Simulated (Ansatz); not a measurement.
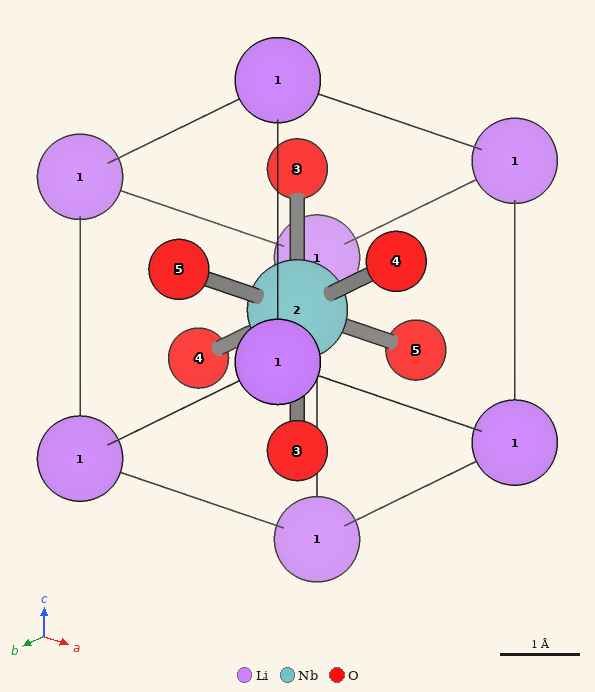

Reference structure: a crystal of LiNbO₃ (built on the cubic perovskite type) at its r2SCAN-relaxed geometry. A ball-and-stick model of the cell of the calculation, seen from a free direction.

These are results of DFT, HSE06, plane waves, PAW (Ansatz 0.2.0), not measurements. Set-up: plane-wave cutoff 420 eV; k-point mesh 4 × 4 × 4; occupations fixed; no spin polarisation.

The variant: All lengths are scaled by +0.5 % (volume +1.5 %). The atoms were relaxed with r2SCAN under that strain, and this is a single point on that geometry.

Input
```yaml
crystal:
  lattice:
    - [3.9528341942, 0.0, 0.0]
    - [0.0, 3.9528341942, 0.0]
    - [0.0, 0.0, 3.9528341942]
  atoms:
    - { symbol: Li, position: [0.0, 0.0, 0.0] }
    - { symbol: Nb, position: [0.5, 0.5, 0.5] }
    - { symbol: O, position: [0.5, 0.5, 0.0] }
    - { symbol: O, position: [0.5, 0.0, 0.5] }
    - { symbol: O, position: [0.0, 0.5, 0.5] }
kpoints:
  mp_grid: { grid: [4, 4, 4] }
  band_path:
    path: [[0.0, 0.0, 0.0], [0.0, 0.5, 0.0], [0.5, 0.5, 0.0], [0.5, 0.5, 0.5]]
    npoints: 1
hamiltonian:
  xc: hse06
scf:
  occupations: { method: fixed }
  n_extra_bands: 5
output:
  forces: true
  stress: true
  eigenvalues: true
```

> What does the calculation give for the changed structure?

Energy change: +5.0 meV per atom. Pressure: −2.9 GPa before, −5.8 GPa after. All forces vanish by symmetry. Near-neighbour distances before and after: Nb–O 1.967 → 1.976 Å. The space group stays Pm-3m (No. 221).
